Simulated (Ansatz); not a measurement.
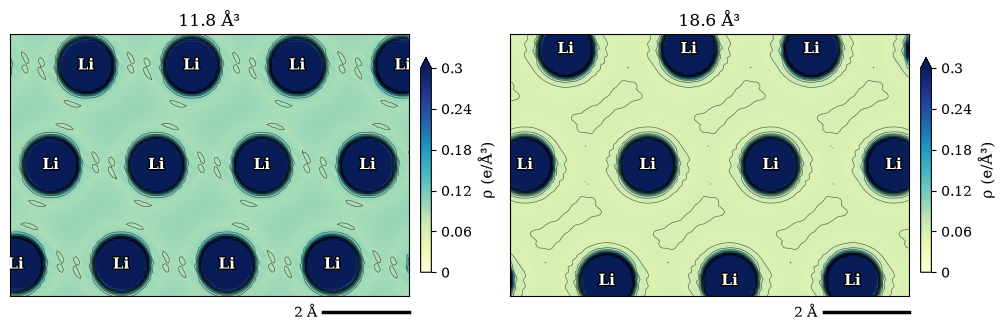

Li. The valence pseudo-density of cells scaled evenly to different volumes (given per atom above each panel), on the (101̄) plane of each (indices in the axes of the cell below), at one length scale and on one colour scale.

The calculation used Kohn-Sham DFT of a periodic cell, r2SCAN, Ansatz PAW (Ansatz).

In a PAW calculation such maps are meaningful between the atoms, not at the nuclei.

The largest cell:

```
Li
1.0
    -1.66779    1.66779    1.66779
     1.66779   -1.66779    1.66779
     1.66779    1.66779   -1.66779
Li
1
Direct
  0.00000 0.00000 0.00000
```

| volume (Å³/atom) | Li–Li contact in the plane (Å) | ρ at its midpoint (e/Å³) | pressure (GPa) | 
| --- | --- | --- | --- |
| 11.76 | 2.482 | 0.092 | 20.0 | 
| 16.33 | 2.768 | ? | ? | 
| 18.56 | 2.889 | 0.058 | 2.0 | 

**What values belong in the row with question marks?**

Over the known rows ln ρ falls by 1.13 per Å of Li–Li distance (the line through the two), which gives 0.067 e/Å³ at 2.768 Å; the calculation gives 0.064 e/Å³. For the pressure, a straight line in volume between the neighbouring rows gives 7.9 GPa; the calculation gives 5.0, lower because pressure rises ever faster on compression.
